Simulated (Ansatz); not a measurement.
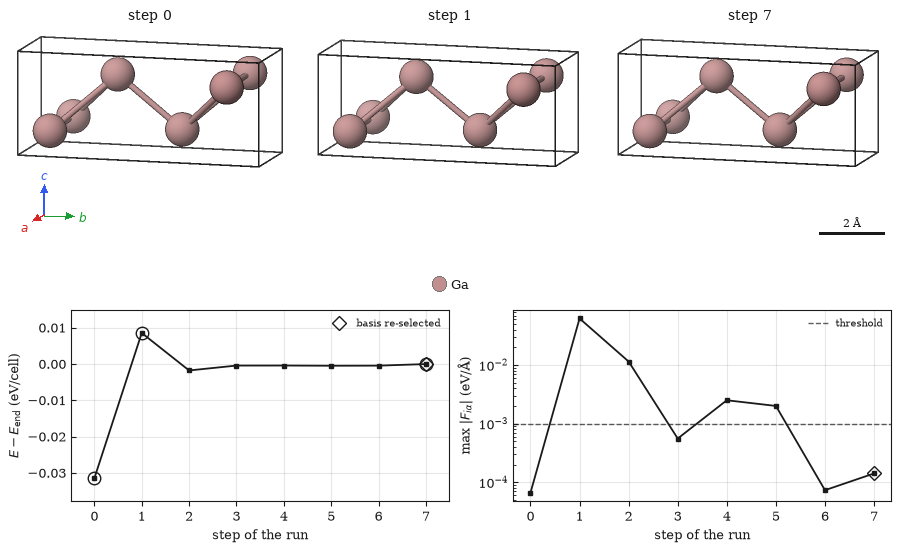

Frames of a relaxation of solid Ga (set up in Cmcm), marked on the history of the run. The picture is a ball-and-stick view of the conventional cell (2 times the calculation's cell), seen slightly off an axis. Lengths and directions refer to the drawn axes.

Case: relaxed at 5 GPa.

All numbers below come from Ansatz 0.2.0, DFT LDA, scalar-relativistic, plane waves, PAW.

Input file:
```yaml
crystal:
  lattice:
    - [1.3501914553, -3.906978313, 0.0]
    - [1.3501914553, 3.906978313, 0.0]
    - [0.0, 0.0, 3.286967709]
  atoms:
    - { symbol: Ga, position: [0.8663570317, 0.1336429683, 0.25] }
    - { symbol: Ga, position: [0.1336429683, 0.8663570317, 0.75] }
basis:
  ecutwfc: 420
kpoints:
  mp_grid: { grid: [16, 16, 14] }
hamiltonian:
  xc: lda
scf:
  occupations: { method: fermi_dirac, width: 0.15 }
output:
  forces: true
  stress: true
  eigenvalues: true
relax:
  adjacent_minimum: "off"
  f_tol: 0.001
  max_steps: 60
  cell: { stress_tol: 0.02, p_target: 5.0 }
```

Command:
```bash
ansatz run input.yaml --threads 1 --pin off --max-ram 3072MiB --backend cpu --events-out ev --progress --plain --runs-dir out
```

**What happens along the run?**

The atoms keep their places relative to the cell (all moves are under 0.005 Å). The volume changes by −6.2 %, with a 2.700 → 2.643 Å (−2.1 %), b 7.814 → 7.681 Å (−1.7 %), c 3.287 → 3.204 Å (−2.5 %). Among the contacts that change: Ga1–Ga1 2.700 → 2.643 Å, Ga1–Ga2 2.658 → 2.601 Å, Ga1–Ga2 (another image) 2.798 → 2.743 Å. The space group stays Cmcm (No. 63). The energy rises by 31.4 meV per cell of the calculation in 6 accepted moves (7 points after the start). With the target pressure of 5 GPa, the enthalpy E + pV changes by −35.7 meV per cell of the calculation. The pressure goes from 0.00 to 5.00 GPa. The SCF was repeated once at an unchanged geometry on a basis and grid sized afresh for the cell, which shifted the energy by 0.4 meV per cell of the calculation at most. Cost: 2.7 min on 1 thread of Arm Neoverse V1, on a shared host, peak memory 0.6 GiB. From step 0 to 1: volume −6.9 %, energy +40.0 meV per cell of the calculation. From step 1 to 7: volume +0.8 %, energy −8.6 meV per cell of the calculation.

| step | E − E(0), meV/atom | largest force component, eV/Å | pressure, GPa | volume, Å³/atom | note |
| --- | --- | --- | --- | --- | --- |
| 0 | 0.00 | 0.0001 | 0.00 | 17.339 |  |
| 1 | 20.00 | 0.0623 | 5.70 | 16.140 |  |
| 2 | 14.84 | 0.0115 | 4.87 | 16.287 |  |
| 3 | 15.51 | 0.0006 | 5.01 | 16.264 |  |
| 4 | 15.52 | 0.0025 | 5.00 | 16.264 |  |
| 5 | 15.49 | 0.0020 | 5.00 | 16.265 |  |
| 6 | 15.50 | 0.0001 | 5.00 | 16.264 |  |
| 7 | 15.72 | 0.0001 | 5.00 | 16.264 | same geometry, new basis |
